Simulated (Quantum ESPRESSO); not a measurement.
**Run report: Ga, geometry relaxation (part 2 of 4)**

Continued. System: Ga (P-1, 2 atoms in the cell). Method: Kohn-Sham DFT of a periodic cell, PBEsol, GBRV 1.5 PBEsol, no spin polarisation (Quantum ESPRESSO 7.5); cutoff 761.92 eV, 6×4×4 k-mesh, fermi-dirac of 0.05 eV. The structure derives from a Materials Project entry.

Geometry of the input (Å; fractional positions):
```
2.7784  -0.0139  0.0000
-0.0164  3.2816  0.0000
-1.3434  0.0067  3.9903
Ga 0.1346  0.7500  0.7702
Ga 0.8654  0.2500  0.2298
```

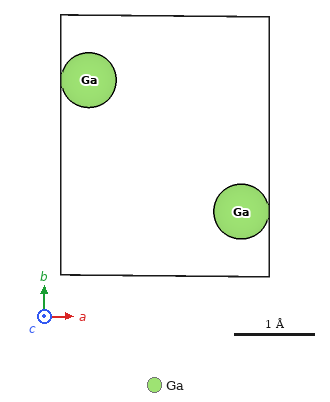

Figure 1. The input geometry (ball-and-stick view of the cell of the calculation, along the c axis). An atom can appear more than once, as a periodic image.

### Output, continued
```
   -82.8456 -82.8455 -82.8324 -82.8323 -82.8289 -82.8286  -3.5749  -3.5739
    -3.4283  -3.4227  -3.3888  -3.3871  -3.3036  -3.3011  -3.1880  -3.1858
     4.4259   4.4802  11.1881  11.2396  17.4652  17.5395  18.5440  18.7149
    22.6508  22.8487  31.6045

          k = 0.1656-0.2108 0.0561 (  1742 PWs)   bands (ev):

   -82.8467 -82.8436 -82.8341 -82.8313 -82.8302 -82.8270  -3.6192  -3.5061
    -3.5036  -3.4489  -3.4156  -3.3821  -3.2602  -3.2509  -3.2226  -3.1534
     1.5482   8.3337  10.2007  13.2451  16.4744  17.0425  18.8218  20.1070
    23.2143  24.0470  26.0337

          k = 0.1656-0.2108 0.2302 (  1738 PWs)   bands (ev):

   -82.8463 -82.8445 -82.8328 -82.8321 -82.8297 -82.8275  -3.5687  -3.5389
    -3.4649  -3.4240  -3.3787  -3.3728  -3.2952  -3.2770  -3.2623  -3.1876
     2.5157   5.9220   9.9833  13.3711  15.3566  18.5924  20.9424  23.5417
    24.0679  24.8544  28.1254

          k = 0.1656-0.2108-0.2920 (  1734 PWs)   bands (ev):

   -82.8458 -82.8451 -82.8331 -82.8316 -82.8291 -82.8282  -3.5697  -3.5106
    -3.4625  -3.4032  -3.3923  -3.3702  -3.3156  -3.2941  -3.2493  -3.2046
     3.0923   4.9552  10.5432  12.3750  15.2343  20.5579  21.1864  23.7697
    24.3521  25.3203  27.1228

          k = 0.1656-0.2108-0.1180 (  1735 PWs)   bands (ev):

   -82.8465 -82.8439 -82.8341 -82.8312 -82.8298 -82.8273  -3.6039  -3.5229
    -3.4922  -3.4378  -3.4181  -3.3644  -3.2744  -3.2533  -3.2315  -3.1657
     1.7612   7.8360   9.5337  14.8883  15.7351  16.2078  19.3043  21.7452
    23.2397  24.0407  26.4978

          k = 0.3333 0.0017 0.1122 (  1742 PWs)   bands (ev):

   -82.8463 -82.8431 -82.8353 -82.8331 -82.8328 -82.8266  -3.5814  -3.5531
    -3.4628  -3.4481  -3.4445  -3.3018  -3.2988  -3.2613  -3.2296  -3.1261
     2.5327   8.8232  10.4276  13.4617  15.4068  15.7517  19.3276  21.6843
    23.3970  24.5225  25.4518

          k = 0.3333 0.0017 0.2863 (  1739 PWs)   bands (ev):

   -82.8454 -82.8440 -82.8352 -82.8332 -82.8318 -82.8275  -3.5548  -3.5434
    -3.4614  -3.4386  -3.3836  -3.3641  -3.3062  -3.3017  -3.1772  -3.1718
     3.8184   5.7288   9.4127  17.0858  17.1802  18.3555  18.8901  20.4397
    20.9595  23.0448  24.2442

          k = 0.3333 0.0017-0.2359 (  1730 PWs)   bands (ev):

   -82.8454 -82.8440 -82.8358 -82.8334 -82.8294 -82.8292  -3.5483  -3.5302
    -3.4628  -3.4594  -3.4042  -3.3514  -3.2900  -3.2824  -3.1885  -3.1864
     3.3542   6.4945   9.6835  15.5830  16.6450  17.9320  19.5909  20.8243
    21.7874  22.6787  24.5318

          k = 0.3333 0.0017-0.0618 (  1739 PWs)   bands (ev):

   -82.8463 -82.8431 -82.8359 -82.8333 -82.8313 -82.8272  -3.5863  -3.5475
    -3.4807  -3.4278  -3.4158  -3.3174  -3.3047  -3.2677  -3.2387  -3.1220
     2.3634   9.7999  11.0674  12.3948  14.2371  15.5877  19.0469  22.3425
    24.0041  25.3522  26.3105

          k = 0.3344 0.2133 0.1122 (  1728 PWs)   bands (ev):

   -82.8462 -82.8439 -82.8347 -82.8333 -82.8320 -82.8275  -3.6080  -3.5197
    -3.4851  -3.4549  -3.3940  -3.3302  -3.2874  -3.2579  -3.2127  -3.1417
     3.4475   9.3731  10.5991  11.6386  14.3719  16.4244  16.9066  19.7730
    21.3636  23.9087  25.8250

          k = 0.3344 0.2133 0.2863 (  1735 PWs)   bands (ev):

   -82.8457 -82.8447 -82.8348 -82.8332 -82.8312 -82.8280  -3.5706  -3.5152
    -3.4851  -3.4430  -3.3965  -3.3217  -3.3019  -3.2710  -3.2091  -3.1818
     4.7353   6.6153  10.2052  12.0325  13.8250  16.7772  18.8866  21.3266
    22.9699  24.8791  26.8719

          k = 0.3344 0.2133-0.2359 (  1731 PWs)   bands (ev):

   -82.8457 -82.8446 -82.8352 -82.8334 -82.8293 -82.8293  -3.5868  -3.5231
    -3.4615  -3.4308  -3.4017  -3.3351  -3.3068  -3.2829  -3.1932  -3.1721
     4.2747   7.3540  10.3986  11.6813  14.5222  16.0935  18.2520  21.3252
    22.6914  24.3701  26.4945

          k = 0.3344 0.2133-0.0618 (  1737 PWs)   bands (ev):

   -82.8462 -82.8438 -82.8353 -82.8333 -82.8309 -82.8280  -3.5956  -3.5409
    -3.4956  -3.4540  -3.4104  -3.3088  -3.2637  -3.2578  -3.2144  -3.1488
     3.2785   9.8031  11.0047  12.0844  13.5554  15.2984  17.8714  19.8971
    20.7018  22.6159  25.6702

          k = 0.3312-0.4217 0.1122 (  1739 PWs)   bands (ev):

   -82.8454 -82.8453 -82.8339 -82.8336 -82.8298 -82.8297  -3.5880  -3.5858
    -3.4889  -3.4868  -3.3173  -3.3126  -3.2711  -3.2671  -3.1789  -3.1774
     6.0060   6.1110  12.5744  12.5877  13.7785  13.9034  17.2602  17.3660
    20.1138  20.1675  29.7764

          k = 0.3312-0.4217 0.2863 (  1731 PWs)   bands (ev):

   -82.8457 -82.8456 -82.8339 -82.8336 -82.8296 -82.8293  -3.5718  -3.5695
    -3.4746  -3.4744  -3.3313  -3.3285  -3.2660  -3.2638  -3.2038  -3.2011
     7.1641   7.2502   9.6314   9.6999  12.9045  13.1051  20.8489  21.0037
    23.6648  23.7924  26.2636

          k = 0.3312-0.4217-0.2359 (  1732 PWs)   bands (ev):

   -82.8457 -82.8455 -82.8341 -82.8339 -82.8295 -82.8291  -3.5674  -3.5650
    -3.5079  -3.5071  -3.3043  -3.3027  -3.2674  -3.2661  -3.1974  -3.1957
     6.7825   6.8807  10.3017  10.3740  13.1343  13.3231  19.4244  19.6010
    23.2948  23.3881  26.8548

          k = 0.3312-0.4217-0.0618 (  1745 PWs)   bands (ev):

   -82.8454 -82.8452 -82.8341 -82.8339 -82.8298 -82.8295  -3.6101  -3.6079
    -3.4602  -3.4582  -3.3431  -3.3379  -3.2706  -3.2667  -3.1586  -3.1565
     5.8454   5.9515  13.4897  13.5456  14.1898  14.2818  16.3600  16.3866
    18.9390  18.9972  32.2769

          k = 0.3323-0.2100 0.1122 (  1744 PWs)   bands (ev):

   -82.8462 -82.8439 -82.8348 -82.8331 -82.8320 -82.8275  -3.6094  -3.5189
    -3.4864  -3.4560  -3.3913  -3.3320  -3.2897  -3.2556  -3.2130  -3.1393
     3.3927   9.4003  10.6857  11.7417  14.4413  16.3254  16.9497  19.6411
    21.1717  23.9436  25.5666

          k = 0.3323-0.2100 0.2863 (  1729 PWs)   bands (ev):

   -82.8457 -82.8446 -82.8347 -82.8333 -82.8310 -82.8282  -3.5719  -3.5162
    -3.4854  -3.4465  -3.3946  -3.3202  -3.3010  -3.2712  -3.2077  -3.1805
     4.6804   6.5715  10.2952  12.1998  13.9619  16.5833  18.9120  21.3844
    22.9042  24.6442  26.6487

          k = 0.3323-0.2100-0.2359 (  1726 PWs)   bands (ev):

   -82.8457 -82.8447 -82.8351 -82.8334 -82.8295 -82.8291  -3.5884  -3.5240
    -3.4619  -3.4332  -3.4011  -3.3336  -3.3067  -3.2823  -3.1901  -3.1720
     4.2197   7.3163  10.4840  11.8492  14.6533  16.0456  18.1258  21.2586
    22.6077  24.2641  26.2543

          k = 0.3323-0.2100-0.0618 (  1742 PWs)   bands (ev):

   -82.8461 -82.8439 -82.8353 -82.8333 -82.8311 -82.8278  -3.5979  -3.5404
    -3.4952  -3.4562  -3.4068  -3.3118  -3.2674  -3.2548  -3.2141  -3.1454
     3.2236   9.9073  11.0478  12.1704  13.6031  15.2474  17.8439  19.7212
    20.5966  22.6434  25.4059

          k =-0.5000-0.0025-0.1683 (  1736 PWs)   bands (ev):

   -82.8459 -82.8434 -82.8362 -82.8343 -82.8329 -82.8269  -3.5733  -3.5694
    -3.4997  -3.4752  -3.4370  -3.3064  -3.3013  -3.2377  -3.1449  -3.1273
     5.1953   6.1789  10.0367  11.7347  17.6074  18.1015  20.1768  20.6163
    22.0420  22.7557  24.2443

          k =-0.5000-0.0025 0.0057 (  1750 PWs)   bands (ev):

   -82.8457 -82.8436 -82.8365 -82.8345 -82.8317 -82.8275  -3.5856  -3.5613
    -3.5024  -3.4547  -3.3829  -3.3333  -3.3138  -3.2751  -3.1466  -3.1164
     5.0058   7.0980   8.2292  14.5298  15.1514  17.6937  20.2660  21.2435
    22.4110  22.5242  23.6059

          k =-0.5000-0.0025-0.5165 (  1750 PWs)   bands (ev):

   -82.8454 -82.8438 -82.8368 -82.8348 -82.8298 -82.8289  -3.5662  -3.5526
    -3.5032  -3.4698  -3.4189  -3.3235  -3.2948  -3.2420  -3.1711  -3.1298
     5.3491   6.1143   9.8956  11.4796  17.8313  18.4869  19.9181  20.7326
    22.1995  22.8737  24.1740

          k =-0.4990 0.2092-0.1683 (  1741 PWs)   bands (ev):

   -82.8459 -82.8441 -82.8357 -82.8343 -82.8320 -82.8277  -3.6347  -3.5474
    -3.4790  -3.4559  -3.4345  -3.3144  -3.2831  -3.2596  -3.1333  -3.1119
     6.0231   7.1065  10.8777  11.9031  13.7453  14.4425  18.7622  19.1347
    21.4545  21.8985  27.3327

          k =-0.4990 0.2092 0.0057 (  1732 PWs)   bands (ev):

   -82.8457 -82.8444 -82.8360 -82.8345 -82.8312 -82.8281  -3.5888  -3.5793
    -3.5167  -3.4673  -3.4250  -3.2857  -3.2624  -3.2534  -3.1616  -3.1133
     5.8292   7.9999   9.1581  12.6639  14.6389  15.4183  16.6329  17.6211
    22.9836  23.2924  27.5381

          k =-0.4990 0.2092-0.5165 (  1735 PWs)   bands (ev):

   -82.8456 -82.8445 -82.8362 -82.8347 -82.8297 -82.8292  -3.6299  -3.5530
    -3.4839  -3.4494  -3.4276  -3.3031  -3.2881  -3.2725  -3.1373  -3.1079
     6.1804   7.0410  10.7374  11.7722  13.7829  14.3852  18.6628  19.0890
    21.7262  22.1031  27.5277

          k =-0.4990 0.2092-0.3424 (  1738 PWs)   bands (ev):

   -82.8458 -82.8442 -82.8360 -82.8345 -82.8310 -82.8283  -3.5910  -3.5788
    -3.5180  -3.4696  -3.4209  -3.2859  -3.2639  -3.2479  -3.1639  -3.1132
     5.9003   7.9185   9.0956  12.4787  14.8530  15.5582  16.7322  17.7239
    22.7564  23.0767  27.5936

          k =-0.5021-0.4258-0.1683 (  1734 PWs)   bands (ev):

   -82.8455 -82.8453 -82.8350 -82.8346 -82.8299 -82.8298  -3.5927  -3.5903
    -3.5473  -3.5468  -3.3052  -3.3034  -3.2464  -3.2462  -3.1274  -3.1269
     8.5334   8.5457   9.7139   9.7731  13.6484  13.7941  15.8788  16.0033
    22.7847  22.9301  25.4852

          k =-0.5021-0.4258 0.0057 (  1738 PWs)   bands (ev):

   -82.8455 -82.8453 -82.8351 -82.8348 -82.8299 -82.8296  -3.6290  -3.6271
    -3.4871  -3.4868  -3.3494  -3.3446  -3.2428  -3.2377  -3.1145  -3.1131
     8.3866   8.5229  10.1848  10.2764  12.4313  12.4724  18.1706  18.1955
    19.7930  19.8281  30.0008

          k =-0.5021-0.4258-0.5165 (  1730 PWs)   bands (ev):

   -82.8455 -82.8453 -82.8352 -82.8350 -82.8297 -82.8294  -3.5979  -3.5954
    -3.5531  -3.5528  -3.3036  -3.3023  -3.2446  -3.2442  -3.1186  -3.1182
     8.6815   8.6995   9.6617   9.7234  13.3540  13.5041  15.8337  15.9593
    23.0487  23.2011  25.8902

     the Fermi energy is    11.3523 ev

!    total energy              =    -829.99223682 Ry
     estimated scf accuracy    <          6.3E-14 Ry
     smearing contrib. (-TS)   =      -0.00020954 Ry
     internal energy E=F+TS    =    -829.99202728 Ry

     The total energy is F=E-TS. E is the sum of the following terms:
     one-electron contribution =    -669.76219917 Ry
     hartree contribution      =     350.67240114 Ry
     xc contribution           =     -95.96344805 Ry
     ewald contribution        =    -414.93878121 Ry

     convergence has been achieved in   7 iterations

     Forces acting on atoms (cartesian axes, Ry/au):

     atom    1 type  1   force =    -0.00027399    0.00002233   -0.00051380
     atom    2 type  1   force =     0.00027399   -0.00002233    0.00051380

     Total force =     0.000824     Total SCF correction =     0.000001

     Computing stress (Cartesian axis) and pressure

          total   stress  (Ry/bohr**3)                   (kbar)     P=      -18.46
  -0.00001834   0.00003926  -0.00000929           -2.70        5.78       -1.37
   0.00003926  -0.00015500  -0.00000751            5.78      -22.80       -1.10
  -0.00000929  -0.00000751  -0.00020321           -1.37       -1.10      -29.89

     Energy error            =      6.8E-06 Ry
     Gradient error          =      5.1E-04 Ry/Bohr

     number of scf cycles    =  10
     number of bfgs steps    =   9

     energy             old  =    -829.9922300285 Ry
     energy             new  =    -829.9922368244 Ry

     CASE: energy            _new < energy            _old

     new trust radius        =       0.0086359588 bohr
     new conv_thr            =            4.0E-12 Ry

ATOMIC_POSITIONS (bohr)
Ga              -1.3103076170        4.6579986029        5.8386867210
Ga               3.9910408631        1.5297845587        1.7018367447

     NEW-OLD atomic charge density approx. for the potential

     Check: negative core charge=   -0.000001

     Self-consistent Calculation

     iteration #  1     ecut=    56.00 Ry     beta= 0.50
     Davidson diagonalization with overlap
     ethr =  1.00E-06,  avg # of iterations =  6.6

     Threshold (ethr) on eigenvalues was too large:
     Diagonalizing with lowered threshold

     Davidson diagonalization with overlap
     ethr =  8.09E-09,  avg # of iterations =  3.5

     total energy              =    -829.99224018 Ry
     estimated scf accuracy    <       0.00000291 Ry

     iteration #  2     ecut=    56.00 Ry     beta= 0.50
     Davidson diagonalization with overlap
     ethr =  7.67E-09,  avg # of iterations =  1.2

     total energy              =    -829.99224032 Ry
     estimated scf accuracy    <       0.00000036 Ry

     iteration #  3     ecut=    56.00 Ry     beta= 0.50
     Davidson diagonalization with overlap
     ethr =  9.49E-10,  avg # of iterations =  1.2

     total energy              =    -829.99224035 Ry
     estimated scf accuracy    <       0.00000002 Ry

     iteration #  4     ecut=    56.00 Ry     beta= 0.50
     Davidson diagonalization with overlap
     ethr =  5.02E-11,  avg # of iterations =  3.7

     total energy              =    -829.99224036 Ry
     estimated scf accuracy    <          2.1E-09 Ry

     iteration #  5     ecut=    56.00 Ry     beta= 0.50
     Davidson diagonalization with overlap
     ethr =  5.45E-12,  avg # of iterations =  2.5

     total energy              =    -829.99224036 Ry
     estimated scf accuracy    <          1.2E-10 Ry

     iteration #  6     ecut=    56.00 Ry     beta= 0.50
     Davidson diagonalization with overlap
     ethr =  3.04E-13,  avg # of iterations =  2.5

     total energy              =    -829.99224036 Ry
     estimated scf accuracy    <          8.0E-12 Ry

     iteration #  7     ecut=    56.00 Ry     beta= 0.50
     Davidson diagonalization with overlap
     ethr =  1.00E-13,  avg # of iterations =  1.6

     End of self-consistent calculation

          k = 0.0000 0.0000 0.0000 (  1733 PWs)   bands (ev):

   -82.8475 -82.8426 -82.8354 -82.8301 -82.8293 -82.8255  -3.6380  -3.6244
    -3.5786  -3.5527  -3.3102  -3.3030  -3.2413  -3.2369  -3.2276  -3.0985
     0.0499   9.4182  10.0141  13.2707  17.0463  20.5670  21.8529  22.1415
    22.6329  24.3433  24.5018

          k = 0.0000 0.0000 0.1741 (  1746 PWs)   bands (ev):

   -82.8468 -82.8433 -82.8344 -82.8308 -82.8289 -82.8262  -3.6678  -3.5595
    -3.5550  -3.4820  -3.3572  -3.3250  -3.2792  -3.2092  -3.1893  -3.1789
     0.6336   5.6082  13.9399  14.4502  17.9956  19.2024  19.2587  20.6442
    22.6878  24.2956  27.0114

          k = 0.0000 0.0000-0.3482 (  1746 PWs)   bands (ev):

   -82.8454 -82.8446 -82.8324 -82.8323 -82.8287 -82.8269  -3.6977  -3.4732
    -3.4411  -3.3861  -3.3853  -3.3705  -3.3615  -3.3372  -3.1882  -3.1559
     1.9883   3.0544  15.3908  16.6580  17.6317  17.8521  18.6336  22.2143
    22.4621  22.9999  26.8082

          k = 0.0011 0.2117-0.0000 (  1739 PWs)   bands (ev):

   -82.8470 -82.8435 -82.8344 -82.8306 -82.8289 -82.8263  -3.6571  -3.5636
    -3.5413  -3.4848  -3.3682  -3.3651  -3.2624  -3.1934  -3.1856  -3.1746
     0.9454   7.8294  10.4359  11.7728  17.9190  18.0774  21.3584  22.5202
    23.0689  24.6498  25.6576

          k = 0.0011 0.2117 0.1741 (  1743 PWs)   bands (ev):

   -82.8467 -82.8442 -82.8335 -82.8311 -82.8287 -82.8266  -3.6447  -3.5654
    -3.5067  -3.4582  -3.3852  -3.3211  -3.2844  -3.2458  -3.2271  -3.1632
     1.5423   6.3985   9.0230  13.8462  16.4083  20.1374  22.4850  23.6118
    23.8335  24.5109  27.3575

          k = 0.0011 0.2117-0.3482 (  1739 PWs)   bands (ev):

   -82.8459 -82.8454 -82.8321 -82.8319 -82.8283 -82.8271  -3.6524  -3.4830
    -3.4723  -3.4646  -3.3597  -3.3417  -3.3329  -3.3068  -3.2150  -3.1796
     2.9103   3.9649  10.3165  11.3277  19.5639  21.8229  22.5613  22.9177
    25.2671  25.6630  25.9745

          k = 0.0011 0.2117-0.1741 (  1742 PWs)   bands (ev):

   -82.8467 -82.8442 -82.8336 -82.8309 -82.8286 -82.8267  -3.6446  -3.5640
    -3.5072  -3.4594  -3.3835  -3.3226  -3.2848  -3.2445  -3.2280  -3.1631
     1.5423   6.3983   9.0229  13.8468  16.4081  20.1467  22.4784  23.6111
    23.8311  24.4891  27.3609

          k =-0.0021-0.4233 0.0000 (  1730 PWs)   bands (ev):

   -82.8455 -82.8454 -82.8323 -82.8322 -82.8280 -82.8278  -3.6186  -3.6181
    -3.4118  -3.4072  -3.3863  -3.3817  -3.3226  -3.3219  -3.1575  -3.1574
     3.6294   3.6323  13.1597  13.1628  14.2160  14.2167  22.9725  23.0129
    26.6386  26.6919  27.7960

          k =-0.0021-0.4233 0.1741 (  1739 PWs)   bands (ev):

   -82.8459 -82.8459 -82.8320 -82.8319 -82.8279 -82.8276  -3.6016  -3.6009
    -3.4502  -3.4485  -3.3762  -3.3741  -3.2884  -3.2882  -3.1854  -3.1853
     4.2230   4.2258   9.4994   9.5023  18.9281  18.9304  22.5178  22.5592
    25.7424  25.7851  29.3690

          k =-0.0021-0.4233-0.3482 (  1718 PWs)   bands (ev):

   -82.8464 -82.8463 -82.8318 -82.8316 -82.8278 -82.8274  -3.5608  -3.5593
    -3.5193  -3.5186  -3.3335  -3.3321  -3.2691  -3.2686  -3.2265  -3.2263
     5.4079   5.4096   7.1334   7.1352  22.1657  22.2090  23.5975  23.6067
    25.1823  25.2107  27.6574

          k = 0.1667 0.0008 0.0561 (  1733 PWs)   bands (ev):

   -82.8472 -82.8427 -82.8352 -82.8314 -82.8304 -82.8259  -3.6080  -3.5996
    -3.5241  -3.4601  -3.3502  -3.3410  -3.2889  -3.2604  -3.2411  -3.1030
     0.6660   8.7828  11.7353  13.9223  15.6017  17.5636  17.9664  22.0126
    23.1365  26.3924  27.5396

          k = 0.1667 0.0008 0.2302 (  1737 PWs)   bands (ev):

   -82.8462 -82.8437 -82.8335 -82.8327 -82.8300 -82.8267  -3.6042  -3.5196
    -3.5105  -3.4038  -3.3875  -3.3791  -3.3045  -3.2576  -3.2209  -3.1815
     1.6222   5.0741  14.3957  14.9806  16.2263  18.6315  19.2729  19.9576
    21.6618  26.0614  27.8375

          k = 0.1667 0.0008-0.2920 (  1747 PWs)   bands (ev):

   -82.8454 -82.8444 -82.8340 -82.8317 -82.8293 -82.8278  -3.6111  -3.4716
    -3.4600  -3.4077  -3.3981  -3.3941  -3.3234  -3.2875  -3.2122  -3.2014
     2.1958   4.0724  14.2681  15.6118  17.3548  17.6057  18.9397  21.0187
    22.4263  24.6726  26.3062

          k = 0.1667 0.0008-0.1180 (  1747 PWs)   bands (ev):
```
